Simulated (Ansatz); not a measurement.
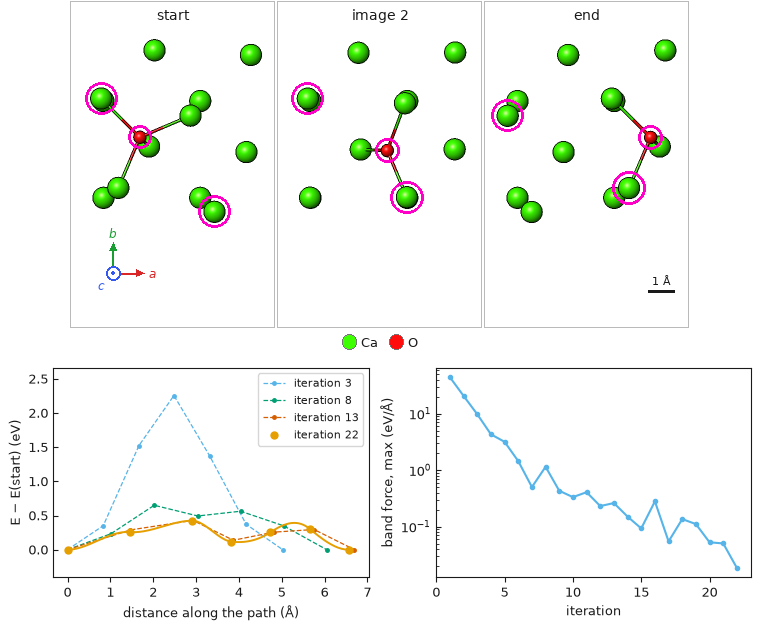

NEB run on a slab of composition Ca12O (cut from the Fm-3m phase) (13 atoms in the cell). Images are numbered from 0 (start) to 6 (end). The plot follows the band through its iterations. The picture is a ball-and-stick view of the simulation cell, with the vacuum cut short (origin moved), seen along the c axis. The atoms that move most are ringed. Bonds to atoms that aren't drawn are left out.

The calculation used DFT PBE+D3(BJ), scalar-relativistic, plane waves, PAW in Ansatz 0.2.0. Run with plane-wave cutoff 420 eV; k-point mesh 4 × 4 × 1; Gaussian smearing 0.1 eV; 5 movable images; climbing image.

**How did the profile develop, and is the result final?**

The run is converged, with reservations. The band converged in 22 iterations. The largest component of the band force went from 44 to 0.019 eV/Å. The climbing image converged on the top of the path. Its curvatures weren't checked. The first iteration put the highest image at 12.67 eV. The two ends have the same energy, and the highest point, image 2, lies 0.42 eV above the start. The profile has 2 maxima (images 2, 5) with a dip at image 3 (+0.12 eV), so the process runs in steps.

Limits of the set-up: the periodic images lie only 7.7 Å apart, so the values are limited by the cell's size.

The run took 16 min on 4 threads of AMD EPYC 9R45 (Zen 5), on a shared host, peak memory 6.6 GiB.
